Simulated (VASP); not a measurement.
Si (slab)

The calculation's input:

```
SYSTEM = Si
PREC = Accurate
ENCUT = 520
EDIFF = 1E-7
ISMEAR = 0
SIGMA = 0.05
LREAL = .False.
LASPH = .True.
NELM = 80
ALGO = Normal
ISIF = 2
LWAVE = .False.
LCHARG = .True.
LDIPOL = .True.
IDIPOL = 3
DIPOL = 0.5 0.5 0.500
GGA = PS
LVHAR = .True.
LVACPOTAV = .True.
KPAR = 8
```

Command:

```sh
cat potpaw_PBE.64/Si/POTCAR > POTCAR
mpirun -np 8 vasp_std > vasp.out
```

Computed with Kohn-Sham DFT of a periodic cell, PBEsol, VASP PAW PBE potentials, recommended (VASP 6.6.1).

What will maps of the valence pseudo-density show?

Si–Si (2.29 Å): the density is about 0.57 e/Å³ at the midpoint.
Si–Si (2.35 Å): the density is about 0.56 e/Å³ at the midpoint.

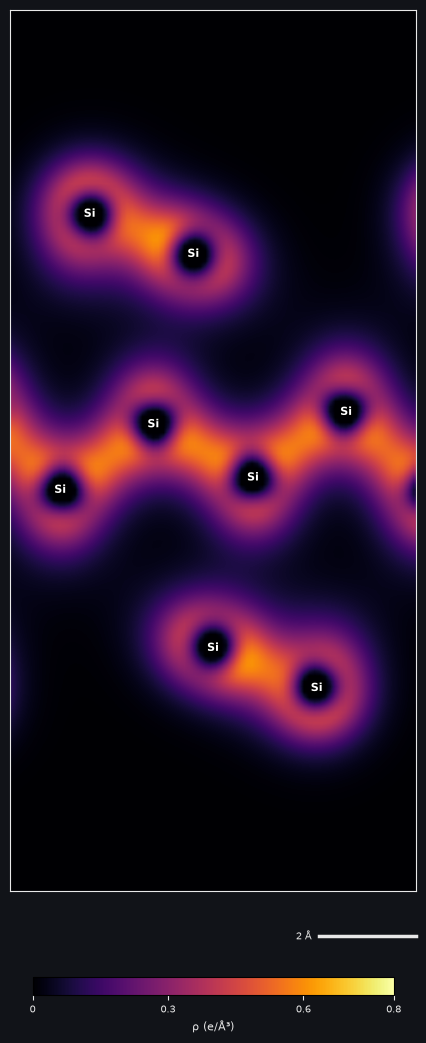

Computed valence pseudo-density on the (010) plane of the calculation cell, a cut from vacuum to vacuum. 
